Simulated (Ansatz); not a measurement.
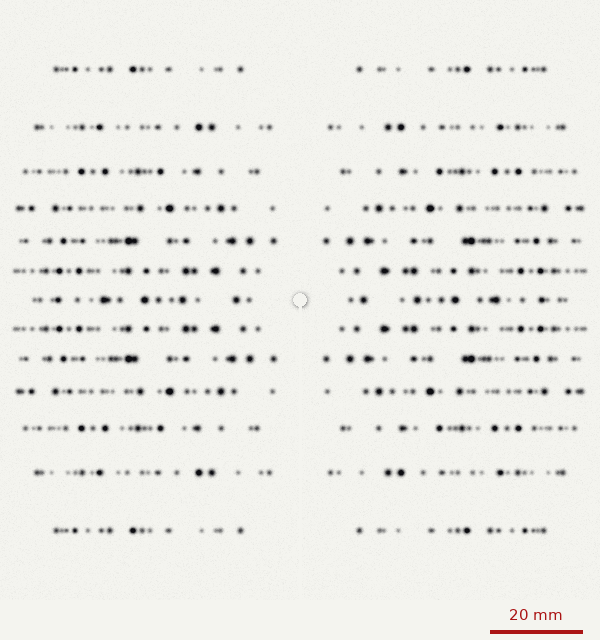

Simulated X-ray rotation photograph: Mo Kα radiation (λ = 0.7107 Å), cylindrical film of radius 57.3 mm unrolled, rotation axis vertical and normal to the beam, kinematic intensities without Lorentz or polarisation factors, the film spanning ±63° about the beam; spots down to d = 0.67 Å.

Measure the layer lines and find the identity period along the axis.

The first layer line lies 6.4 mm from the equator, so tan ν = 0.111, sin ν = 0.110 and the period is λ/sin ν = 6.44 Å. Further lines follow at 13.0, 20.1, 28.2, 37.9, 50.7 mm.

The crystal is Mo, space group P6_3/mmc (No. 194), a = 4.213 Å, c = 4.868 Å (hexagonal axes). Structure: the geometry relaxed with DFT PBEsol, scalar-relativistic, plane waves, PAW (Ansatz); the starting structure was generated, so it need not be a known form of this composition.

About which axis was it rotated?

About [101] (or an equivalent direction), whose length in the conventional cell is 6.438 Å.
